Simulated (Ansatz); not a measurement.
## Geometry relaxation of Si96C95 (charge −3) (part 2 of 4)

Si96C95 (defect cell, 191 atoms in the cell, total charge −3); DFT, PBEsol, PAW, plane waves (Ansatz 0.2.0); cutoff 420 eV, 1×1×1 k-mesh, Fermi–Dirac smearing of 0.01 eV. 

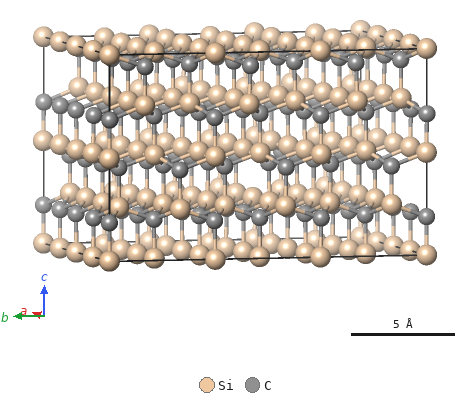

*The starting structure (ball-and-stick view of the cell of the calculation, seen at an oblique angle).*

Output, continued:
```
--- Forces (eV/Å), atoms counted from 1 ---
  atom   1  Si    -0.00106463    -0.00059197    -0.00088563
  atom   2  Si     0.00069289     0.00147018    -0.00103040
  atom   3  Si    -0.00017217     0.00111873    -0.00089592
  atom   4  Si    -0.00002513     0.00019553     0.00058592
  atom   5  Si    -0.00088753     0.00048178    -0.00078620
  atom   6  Si    -0.00070051    -0.00214581     0.00242455
  atom   7  Si    -0.00266841    -0.00209651     0.00073382
  atom   8  Si    -0.00329321     0.00299725     0.00303433
  atom   9  Si    -0.00068889    -0.00218944     0.00011811
  atom  10  Si    -0.00118340    -0.00011206    -0.00056389
  atom  11  Si     0.00051778     0.00309739    -0.00045532
  atom  12  Si    -0.00751588    -0.00464088    -0.00115741
  atom  13  Si    -0.01072278     0.00114830     0.00130463
  atom  14  Si    -0.00033054    -0.00040997     0.00057124
  atom  15  Si    -0.00123147    -0.00223666    -0.00031365
  atom  16  Si    -0.00070172     0.00149702     0.00032195
  atom  17  Si     0.00461476     0.00355299     0.00253859
  atom  18  Si     0.00804485    -0.00080898     0.00423354
  atom  19  Si     0.00552311     0.00209913     0.00209115
  atom  20  Si     0.00106972    -0.00092794    -0.00072192
  atom  21  Si     0.00114930    -0.00029555     0.00088866
  atom  22  Si     0.00079183    -0.00129915     0.00235269
  atom  23  Si    -0.00145836    -0.00110332    -0.00006300
  atom  24  Si    -0.00122280    -0.00237368    -0.00012700
  atom  25  Si     0.00055195     0.00089741    -0.00082595
  atom  26  Si     0.00123042     0.00016756    -0.00140555
  atom  27  Si     0.00054664     0.00024386    -0.00228588
  atom  28  Si     0.00075384     0.00010683    -0.00165710
  atom  29  Si    -0.00064179     0.00023257     0.00024874
  atom  30  Si    -0.00058515    -0.00075092     0.00111338
  atom  31  Si    -0.00128590    -0.00027131     0.00027676
  atom  32  Si    -0.00100023     0.00008071     0.00008234
  atom  33  Si    -0.00108346    -0.00090365     0.00023183
  atom  34  Si     0.00031940     0.00055300     0.00000201
  atom  35  Si     0.00364722     0.00016401    -0.00240416
  atom  36  Si    -0.00186318     0.00000187    -0.00968045
  atom  37  Si     0.00102651     0.00389798     0.00024889
  atom  38  Si    -0.00027445    -0.00057262    -0.00067103
  atom  39  Si     0.00001544    -0.00002808    -0.00068438
  atom  40  Si     0.00081510     0.00086817    -0.00166046
  atom  41  Si     0.00153330    -0.00030550     0.00300926
  atom  42  Si     0.00189276    -0.00022375     0.00127562
  atom  43  Si     0.00017306    -0.00114053    -0.00082981
  atom  44  Si     0.00050528     0.00003697    -0.00022938
  atom  45  Si     0.00083379    -0.00079285     0.00018028
  atom  46  Si    -0.00065714    -0.00195360    -0.00004708
  atom  47  Si    -0.00031426    -0.00085737    -0.00067361
  atom  48  Si    -0.00080111     0.00005799    -0.00075262
  atom  49  Si    -0.00108289     0.00056837    -0.00023814
  atom  50  Si    -0.00017530     0.00016001    -0.00043961
  atom  51  Si    -0.00049398     0.00046616    -0.00013681
  atom  52  Si    -0.00080468     0.00149892     0.00025598
  atom  53  Si     0.00147991    -0.00145896     0.00088724
  atom  54  Si     0.00046550    -0.00184404     0.00085832
  atom  55  Si    -0.00129791     0.00098960    -0.00018821
  atom  56  Si    -0.00092712     0.00267854     0.00105299
  atom  57  Si    -0.00015746     0.00070990    -0.00068856
  atom  58  Si     0.00170475    -0.00090263     0.00120800
  atom  59  Si    -0.00072050    -0.00143427    -0.00029893
  atom  60  Si    -0.00055130    -0.00099247    -0.00114059
  atom  61  Si    -0.00019833     0.00179947    -0.00104846
  atom  62  Si    -0.00030826     0.00137134    -0.00036892
  atom  63  Si    -0.00027829     0.00485433     0.00098596
  atom  64  Si     0.00465924    -0.00387407     0.00111324
  atom  65  Si     0.00062216     0.00021268     0.00062049
  atom  66  Si    -0.00039309    -0.00072095    -0.00010734
  atom  67  Si     0.00007378     0.00001158     0.00030480
  atom  68  Si    -0.00018316    -0.00102235     0.00189361
  atom  69  Si    -0.00055530    -0.00036331     0.00000134
  atom  70  Si    -0.00051327     0.00019871    -0.00097520
  atom  71  Si    -0.00018201    -0.00170859     0.00015821
  atom  72  Si    -0.00064953    -0.00064531    -0.00066544
  atom  73  Si    -0.00026719     0.00025893    -0.00121852
  atom  74  Si     0.00006294     0.00011709    -0.00166231
  atom  75  Si    -0.00004230     0.00078115    -0.00170774
  atom  76  Si     0.00001602     0.00144511    -0.00175024
  atom  77  Si     0.00029543     0.00001975    -0.00107698
  atom  78  Si    -0.00095658     0.00119584     0.00050434
  atom  79  Si     0.00025091     0.00182663    -0.00036406
  atom  80  Si     0.00065530    -0.00130519     0.00166467
  atom  81  Si     0.00005665    -0.00147490    -0.00088304
  atom  82  Si     0.00028050    -0.00054076    -0.00111069
  atom  83  Si     0.00100395     0.00093005    -0.00040279
  atom  84  Si     0.00029916     0.00033824    -0.00179142
  atom  85  Si    -0.00081523     0.00121951     0.00085982
  atom  86  Si     0.00072412     0.00034821     0.00045219
  atom  87  Si    -0.00031024    -0.00057453    -0.00049485
  atom  88  Si    -0.00004488     0.00095896    -0.00107215
  atom  89  Si    -0.00062774     0.00120934    -0.00136406
  atom  90  Si     0.00074617    -0.00009519     0.00089789
  atom  91  Si     0.00008361    -0.00303353    -0.00080837
  atom  92  Si     0.00042678    -0.00068217    -0.00125191
  atom  93  Si     0.00052757    -0.00121927     0.00096690
  atom  94  Si    -0.00043856    -0.00139853     0.00019899
  atom  95  Si     0.00008913    -0.00186529    -0.00128609
  atom  96  Si    -0.00029144    -0.00106436    -0.00069519
  atom  97  C      0.00019357    -0.00059247     0.00071282
  atom  98  C     -0.00026336    -0.00051547     0.00028478
  atom  99  C     -0.00047996    -0.00052383     0.00032237
  atom 100  C     -0.00051330    -0.00165736     0.00116245
  atom 101  C     -0.00036023    -0.00063991     0.00050665
  atom 102  C     -0.00064364    -0.00196024    -0.00034831
  atom 103  C     -0.00139553    -0.00139450     0.00005963
  atom 104  C     -0.00065300     0.00057107    -0.00080493
  atom 105  C     -0.00042668     0.00080042     0.00016318
  atom 106  C      0.00015987    -0.00110040     0.00056903
  atom 107  C     -0.00077914    -0.00199021     0.00025550
  atom 108  C     -0.00055253     0.00123109     0.00330556
  atom 109  C      0.00082269    -0.00268195    -0.00007012
  atom 110  C     -0.00117451     0.00152691    -0.00053449
  atom 111  C      0.00050335     0.00089506    -0.00011942
  atom 112  C      0.00010916    -0.00103713     0.00068358
  atom 113  C     -0.00105679    -0.00218994     0.00115898
  atom 114  C     -0.00168100    -0.00063221    -0.00214497
  atom 115  C     -0.00304862     0.00097712    -0.00071095
  atom 116  C     -0.00027180     0.00064834     0.00068700
  atom 117  C     -0.00074515     0.00018632    -0.00143020
  atom 118  C     -0.00144650     0.00155501     0.00057805
  atom 119  C     -0.00098785     0.00096751     0.00046253
  atom 120  C      0.00102162     0.00038871    -0.00028789
  atom 121  C      0.00098739    -0.00022576     0.00053011
  atom 122  C      0.00099440    -0.00099769     0.00051669
  atom 123  C      0.00084357    -0.00167866     0.00153602
  atom 124  C     -0.00061133    -0.00111588     0.00046478
  atom 125  C      0.00053543    -0.00089734     0.00068477
  atom 126  C      0.00012162    -0.00137657    -0.00181985
  atom 127  C     -0.00119802    -0.00176667     0.00045825
  atom 128  C     -0.00066329     0.00102964    -0.00299028
  atom 129  C     -0.00010178     0.00232810     0.00043129
  atom 130  C      0.00032687    -0.00156430     0.00054872
  atom 131  C      0.00188274    -0.00281384     0.00014049
  atom 132  C      0.00122343    -0.00420477     0.00056666
  atom 133  C     -0.00233359     0.00291436     0.00030405
  atom 134  C     -0.00123615     0.00179476    -0.00021693
  atom 135  C      0.00029880     0.00164767     0.00029529
  atom 136  C      0.00118876    -0.00259762     0.00068960
  atom 137  C     -0.00022630    -0.00237113    -0.00133188
  atom 138  C     -0.00247183    -0.00011932     0.00543220
  atom 139  C     -0.00157652     0.00067308    -0.00156501
  atom 140  C      0.00032020     0.00132008     0.00033449
  atom 141  C     -0.00018017    -0.00078417    -0.00055506
  atom 142  C     -0.00146585     0.00140442    -0.00195049
  atom 143  C      0.00003148     0.00070903     0.00085727
  atom 144  C      0.00137245     0.00104551     0.00024360
  atom 145  C      0.00096717    -0.00067850     0.00114207
  atom 146  C      0.00014297    -0.00223142     0.00070821
  atom 147  C      0.00142284    -0.00022845     0.00031472
  atom 148  C     -0.00077324     0.00149030    -0.00003793
  atom 149  C      0.00058299    -0.00137530    -0.00007693
  atom 150  C      0.00381451     0.00396559    -0.00122780
  atom 151  C      0.00556269     0.00155576    -0.00059913
  atom 152  C      0.00082280     0.00141319    -0.00013965
  atom 153  C      0.00128635     0.00358265    -0.00006612
  atom 154  C      0.00043932    -0.00252172    -0.00005241
  atom 155  C     -0.00262115    -0.00441061     0.00071315
  atom 156  C     -0.00067017    -0.00221867    -0.00097227
  atom 157  C      0.00056711     0.00192307     0.00023103
  atom 158  C      0.00040495     0.00117721     0.00050920
  atom 159  C     -0.00052082    -0.00147318    -0.00017032
  atom 160  C      0.00262688    -0.00355639    -0.00504824
  atom 161  C     -0.00391845     0.00484631    -0.00277932
  atom 162  C     -0.00065562     0.00176484     0.00025333
  atom 163  C      0.00005435     0.00013443     0.00059710
  atom 164  C      0.00056454     0.00241183    -0.00065550
  atom 165  C      0.00206340     0.00368854    -0.00017311
  atom 166  C      0.00054075     0.00036763     0.00040916
  atom 167  C      0.00155262     0.00128194     0.00048716
  atom 168  C      0.00090428    -0.00080789     0.00070877
  atom 169  C      0.00101817    -0.00133901     0.00084169
  atom 170  C     -0.00038382    -0.00113383     0.00064699
  atom 171  C     -0.00079311    -0.00243724     0.00044941
  atom 172  C     -0.00154154    -0.00062612     0.00070840
  atom 173  C     -0.00055960     0.00247010     0.00010456
  atom 174  C     -0.00000891    -0.00120834     0.00069889
  atom 175  C      0.00032716    -0.00094983    -0.00010368
  atom 176  C      0.00003017    -0.00148452    -0.00003390
  atom 177  C      0.00065489     0.00019581    -0.00062462
  atom 178  C      0.00024877     0.00199880     0.00015307
  atom 179  C      0.00085997     0.00145199     0.00079235
  atom 180  C      0.00095571    -0.00077409     0.00081255
  atom 181  C      0.00095401    -0.00225206     0.00120637
  atom 182  C      0.00117389    -0.00082643     0.00097113
  atom 183  C      0.00004557     0.00359344     0.00051698
  atom 184  C     -0.00101624     0.00255922     0.00118224
  atom 185  C      0.00044158     0.00101173     0.00068143
  atom 186  C      0.00085630    -0.00144731     0.00078325
  atom 187  C      0.00110991     0.00327732    -0.00090830
  atom 188  C     -0.00034573     0.00364038     0.00070757
  atom 189  C     -0.00051770     0.00106614     0.00068002
  atom 190  C      0.00124868     0.00285242     0.00009464
  atom 191  C      0.00054802     0.00118618     0.00077470
  max |Σ_I F_I| component: 1.46e-5 eV/Å
--- Charged-cell corrections in eV (Makov–Payne, q = -3.000 e, ε = 9.700) ---
  F (periodic)     = -83110.629753  (uncorrected; the corrections below are reported, never added to it)
  E_corr1          = +1.421064  (monopole, q²α_M/2εL)
  F Makov-Payne    = -83109.208688  (F + E_corr1; no measured alignment; for a localised charge, not one spread in a band: unchecked)
--- Band table (eV) ---
  k-point 0 ↑: bands = ["-5.9367", "-5.6507", "-5.5248", "-5.3304", "-5.2358", "-5.1774", "-5.0391", "-4.9222", "-4.7765", "-4.7365", ... 365 levels left out ..., "8.9851", "9.0263", "9.0597", "9.0934", "9.1808", "9.3232", "10.8589", "10.9039", "11.8801", "11.9466", "12.0381", "12.0842", "12.1293", "12.2827", "12.3250", "12.4112", "12.5339", "12.5850", "12.6072", "12.6392", "12.7155", "12.7324", "12.7824", "12.7878", "12.8301", "12.8697", "12.8979", "12.9611", "12.9999",
      "13.0527", "13.0696", "13.0883", "13.1582", "13.1850", "13.2215", "13.2439", "13.3316", "13.3596", "13.4014", "13.4688", "13.5954", "13.6933", "13.7632", "13.7795", "13.8134", "13.8453", "13.9064", "13.9479", "13.9775", "14.0154", "14.0489", "14.1016", "14.1281", "14.1408", "14.1740", "14.1995", "14.2157", "14.2282", "14.2375", "14.2599", "14.2657", "14.3197", "14.3600", "14.3776", "14.4067", "14.4382", "14.4692", "14.4824", "14.5029",
      "14.6087", "14.6302", "14.7039", "14.7428", "14.7592", "14.7770", "14.8003", "14.8223", "14.8469", "14.8851", "14.9049", "14.9226", "14.9495", "14.9622", "15.0027", "15.0378", "15.0495", "15.0714", "15.0973", "15.1137", "15.1326", "15.1466", "15.1481", "15.1795", "15.2443", "15.3256", "15.3693", "15.4211", "15.4327", "15.4409", "15.4471", "15.4679", "15.4815", "15.5013", "15.5085", "15.5311", "15.5490", "15.5769", "15.6127", "15.6218",
      "15.6345", "15.6467", "15.6725", "15.6917", "15.7148", "15.7582", "15.7779", "15.8130", "15.8192", "15.8433", "15.8654", "15.9055", "15.9225", "15.9379", "16.0072", "16.0627", "16.0683", "16.0784", "16.1042", "16.1713", "16.1840", "16.1962", "16.2182", "16.2388", "16.2624", "16.2810", "16.2929", "16.3140", "16.3411", "16.3548", "16.3723", "16.3944", "16.4082", "16.4325", "16.4394", "16.4555", "16.4759", "16.4820", "16.5144", "16.5213",
      "16.5305", "16.5657", "16.5849", "16.6156", "16.6323", "16.6616", "16.6822", "16.6997", "16.7342", "16.7586", "16.8057", "16.8314", "16.8396", "16.8563", "16.8620", "16.8705", "16.9021", "16.9148", "16.9306", "16.9532", "16.9582", "16.9967", "17.0195", "17.0417", "17.0503", "17.0762", "17.0981", "17.1175", "17.1266", "17.1395", "17.1525", "17.1783", "17.1935", "17.2055", "17.2204", "17.2318", "17.2509", "17.2621", "17.2747", "17.2974",
      "17.3234", "17.3354", "17.3568", "17.3721", "17.3797", "17.3976", "17.4105", "17.4234", "17.4394", "17.4629", "17.4784"]
  k-point 0 ↓: bands = ["-5.9367", "-5.6506", "-5.5247", "-5.3303", "-5.2357", "-5.1773", "-5.0391", "-4.9221", "-4.7764", "-4.7364", ... 365 levels left out ..., "8.9851", "9.0263", "9.0597", "9.0935", "9.1808", "9.3232", "10.8590", "10.9040", "11.8805", "11.9467", "12.0383", "12.0843", "12.1295", "12.2830", "12.3252", "12.4113", "12.5341", "12.5853", "12.6074", "12.6394", "12.7157", "12.7326", "12.7826", "12.7880", "12.8303", "12.8699", "12.8980", "12.9613", "13.0002",
      "13.0529", "13.0698", "13.0885", "13.1584", "13.1852", "13.2217", "13.2440", "13.3317", "13.3598", "13.4016", "13.4690", "13.5955", "13.6935", "13.7633", "13.7797", "13.8135", "13.8454", "13.9065", "13.9480", "13.9776", "14.0155", "14.0492", "14.1017", "14.1283", "14.1410", "14.1741", "14.1996", "14.2159", "14.2284", "14.2377", "14.2600", "14.2659", "14.3199", "14.3602", "14.3778", "14.4069", "14.4384", "14.4694", "14.4826", "14.5030",
      "14.6088", "14.6303", "14.7040", "14.7429", "14.7593", "14.7771", "14.8004", "14.8224", "14.8471", "14.8853", "14.9051", "14.9227", "14.9496", "14.9624", "15.0028", "15.0379", "15.0497", "15.0715", "15.0974", "15.1139", "15.1328", "15.1467", "15.1482", "15.1797", "15.2444", "15.3257", "15.3694", "15.4212", "15.4329", "15.4411", "15.4472", "15.4680", "15.4816", "15.5014", "15.5086", "15.5312", "15.5491", "15.5771", "15.6129", "15.6220",
      "15.6347", "15.6468", "15.6726", "15.6919", "15.7149", "15.7583", "15.7780", "15.8131", "15.8194", "15.8435", "15.8655", "15.9056", "15.9227", "15.9381", "16.0073", "16.0628", "16.0684", "16.0785", "16.1043", "16.1714", "16.1841", "16.1963", "16.2183", "16.2389", "16.2625", "16.2811", "16.2930", "16.3141", "16.3412", "16.3549", "16.3724", "16.3945", "16.4083", "16.4326", "16.4395", "16.4556", "16.4760", "16.4821", "16.5146", "16.5214",
      "16.5306", "16.5658", "16.5851", "16.6158", "16.6325", "16.6617", "16.6823", "16.6998", "16.7343", "16.7587", "16.8058", "16.8315", "16.8397", "16.8564", "16.8621", "16.8706", "16.9022", "16.9149", "16.9307", "16.9533", "16.9583", "16.9968", "17.0196", "17.0418", "17.0503", "17.0763", "17.0982", "17.1176", "17.1267", "17.1396", "17.1526", "17.1784", "17.1936", "17.2056", "17.2205", "17.2319", "17.2510", "17.2622", "17.2748", "17.2975",
      "17.3235", "17.3355", "17.3569", "17.3722", "17.3798", "17.3977", "17.4106", "17.4235", "17.4395", "17.4630", "17.4785"]
```
